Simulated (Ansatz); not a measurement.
# Run report: Sb, geometry relaxation (part 3 of 3)

Continued. System: Sb (Cmce, 4 atoms in the cell). Method: DFT with PBE, PAW plane waves, no spin polarisation (Ansatz 0.2.0); cutoff 420 eV, 6×6×6 k-mesh, Fermi–Dirac smearing of 0.0769 eV. The structure is a generated one, with these elements put on the sites of a known structure type; it need not be a known phase.

Geometry of the input (Å; fractional positions):
```
-3.9685  0.0000  0.0000
0.0000  -4.8650  0.0000
1.9842  0.0000  5.9910
Sb 0.0980  0.9100  0.1960
Sb 0.5980  0.5900  0.1960
Sb 0.9020  0.0900  0.8040
Sb 0.4020  0.4100  0.8040
```

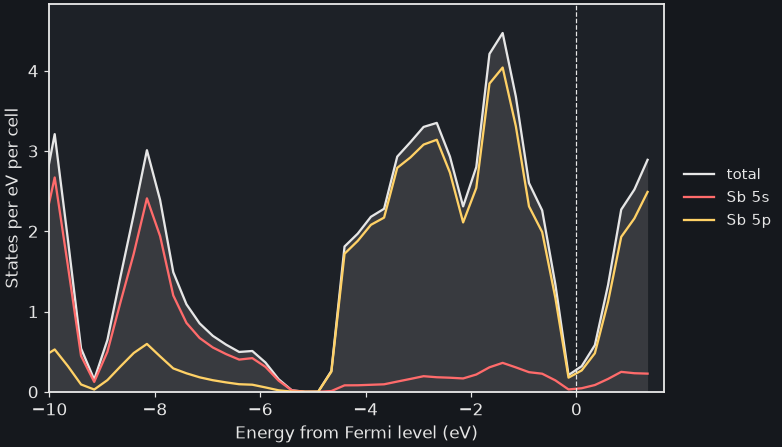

**Figure 1.** Density of states (projected on Löwdin-orthogonalised atomic shells), with energies from the Fermi level. There are states at the Fermi level: a metal at this level of theory. The curves stop near 1.3 eV above the Fermi level, where the computed bands end.

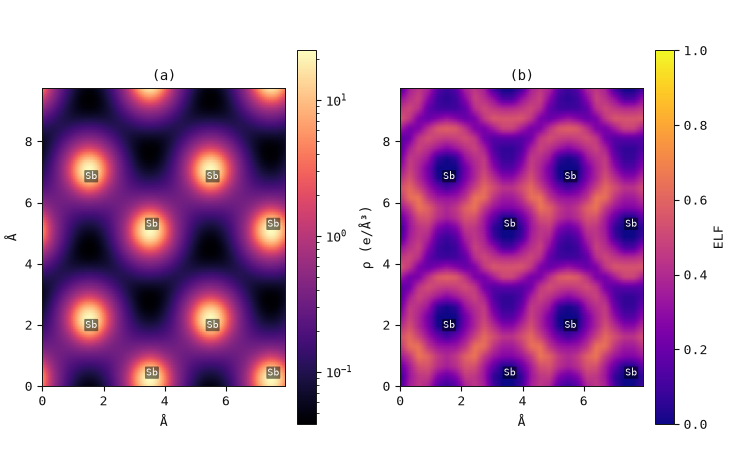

**Figure 2.** (a) valence pseudo-density; (b) electron localisation function on the plane of lattice vectors 1 and 2 of the input at fractional height 0.770 along vector 3, 2 × 2 cells, interpolated from points about 0.3 Å apart. The plane passes within 0.2 Å of Sb sites. The density in this plane falls to 0.041 e/Å³ at its lowest. The fields are smooth PAW fields, not the true ones close to the nuclei.
